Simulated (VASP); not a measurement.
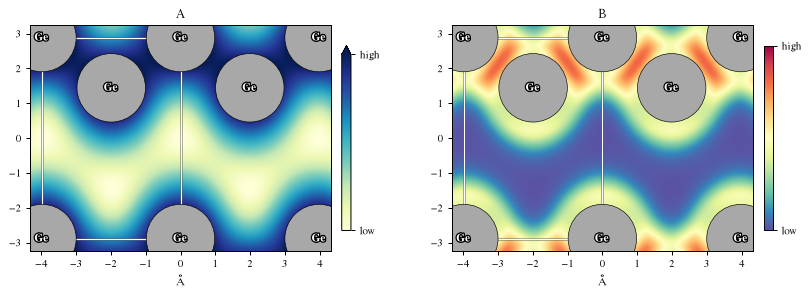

Ge: 2 fields on the (010) plane of the conventional cell, with unlabelled colour scales. Grey discs cover the atomic cores.

Space group I4₁/amd.

The calculation used Kohn-Sham DFT of a periodic cell, HSE06, VASP PAW PBE potentials, recommended in VASP.

Match the panels to the quantities (electron localisation function and valence pseudo-density).

Panel A: valence pseudo-density. Panel B: electron localisation function. From the grid: Ge–Ge (2.46 Å): the density is about 0.52 e/Å³ at the midpoint; the ELF peaks at about 0.80 between the atoms; localised, covalent bonding.
